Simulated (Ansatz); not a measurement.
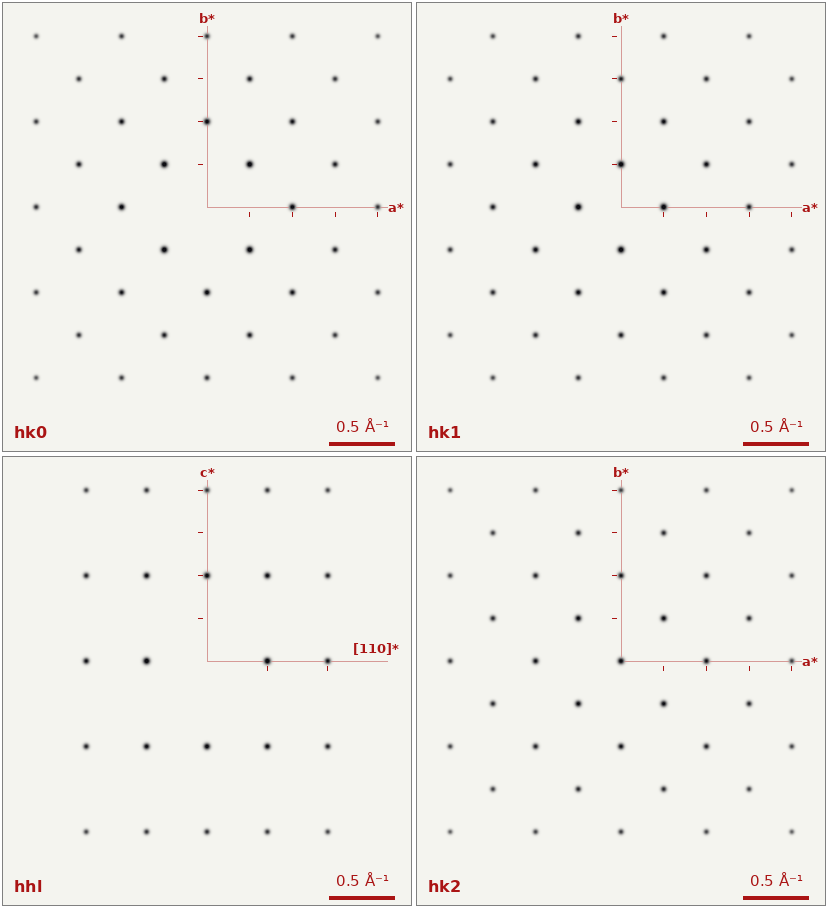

Simulated precession-type sections (X-rays; kinematic intensities, B = 0.5 Å²). The ticks mark integer indices of the conventional cell.

### What cell do the layers give?

a* = 0.333, b* = 0.333, c* = 0.333 Å⁻¹; the cell is cubic with a = 3.00 Å.

### Which reflection conditions do the layers show?

Reflections are present only under these conditions. hkl: h + k + l = 2n; hk0: h + k = 2n; hhl: l = 2n; h00: h = 2n. The lattice is body-centred (I).

### Which space groups fit?

The intensities have Laue symmetry m-3m (the hk0 layer shows 4mm, hk1 shows 4mm). With these conditions the candidates are I432 (No. 211), I-43m (No. 217), Im-3m (No. 229). Diffraction geometry alone does not choose among them; the structure has Im-3m. The compound is Ru. Structure: the input geometry of an electronic-structure calculation (not necessarily at equilibrium); the starting structure was generated, so it need not be a known form of this composition.
